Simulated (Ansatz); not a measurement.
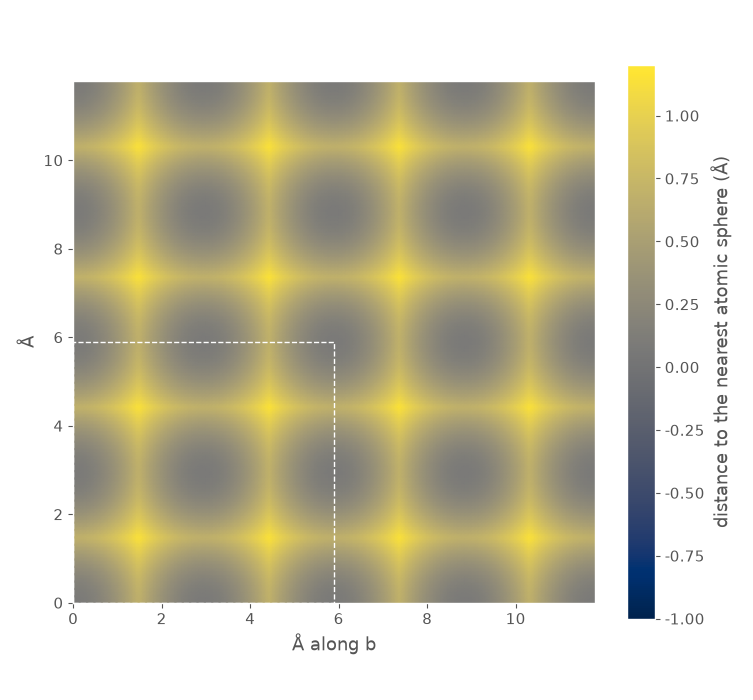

Map of the distance to the nearest atomic sphere in SnSe (Fm-3m, No. 225), computed on the section x = 0.250 (parallel to b and c; the dashed line is one cell). The black line marks the spheres' surfaces; positive values are empty space; unlabelled circles belong to atoms above or below the section.

Hard-sphere model; covalent radii (Cordero): Sn 1.39 Å, Se 1.20 Å.

The cell is taken from coordinates from a relaxation with Ansatz 0.2.0, DFT LDA, scalar-relativistic, plane waves, PAW.

```xyz
8
Lattice="5.8933 0.0000 0.0000 0.0000 5.8933 0.0000 0.0000 0.0000 5.8933" Properties=species:S:1:pos:R:3 pbc="T T T"
Sn    0.0000    0.0000    0.0000
Se    2.9466    0.0000    0.0000
Sn    0.0000    2.9466    2.9466
Se    2.9466    2.9466    2.9466
Sn    2.9466    0.0000    2.9466
Se    0.0000    0.0000    2.9466
Sn    2.9466    2.9466    0.0000
Se    0.0000    2.9466    0.0000
```

**Where is the largest hole in this section, and how large is it?**

At 0.250, 0.250, 0.250 (fractional), where the distance reaches 1.16 Å; it is enclosed by 4 Sn (then 4 Se) in a tetrahedral arrangement. It is the largest hole of the crystal.

**How much of the crystal lies outside the spheres?**

About 64 % of the cell's volume, and 100 % of this section's area.

**What can pass through?**

The largest sphere that fits anywhere has a diameter of 2.32 Å; the largest that can travel through the crystal, about 1.4 Å.
